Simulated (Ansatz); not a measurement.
## Geometry relaxation of MoS2 (part 3 of 3)

Continued. System: MoS2 (slab, 9 atoms in the cell). Method: DFT PBEsol, scalar-relativistic, plane waves, PAW, no spin polarisation (Ansatz 0.2.0); cutoff 420 eV, 9×4×1 k-mesh, Gaussian smearing of 0.05 eV. The structure derives from an entry of the Crystallography Open Database. The input holds or restrains some coordinates. Forces given for the steps count only the free coordinates. It belongs to a series of runs on one base structure; here: clean slab, lower half held.

Geometry of the input (Å; fractional positions):
```
3.1431  0.0000  0.0000
-1.5716  6.3485  0.0000
0.0000  0.0000  23.5089
S  0.1419  0.2838  0.3616
S  0.8990  0.7980  0.3805
Mo 0.5306  0.0613  0.4092
S  0.6725  0.3451  0.4762
S  0.4296  0.8593  0.4951
Mo 0.0613  0.1226  0.5238
S  0.2032  0.4064  0.5908
S  0.9603  0.9205  0.6097
Mo 0.5919  0.1838  0.6384
```

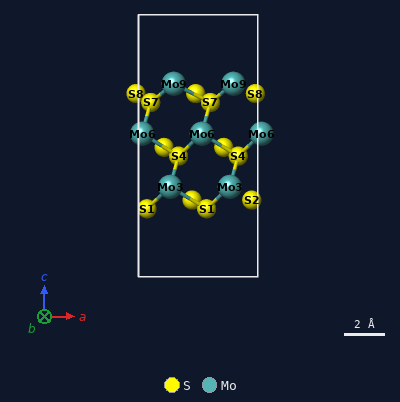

Figure 1. The geometry at step 5 of the log (ball-and-stick view of the 2 × 1 repeat of the cell, with the vacuum cut short, along the b axis; atoms are numbered from 1 in the order of the input).

Warnings of the run: the k-point mesh lowers the symmetry that the run can use; the exchange-correlation potential is rough where the density is thin.
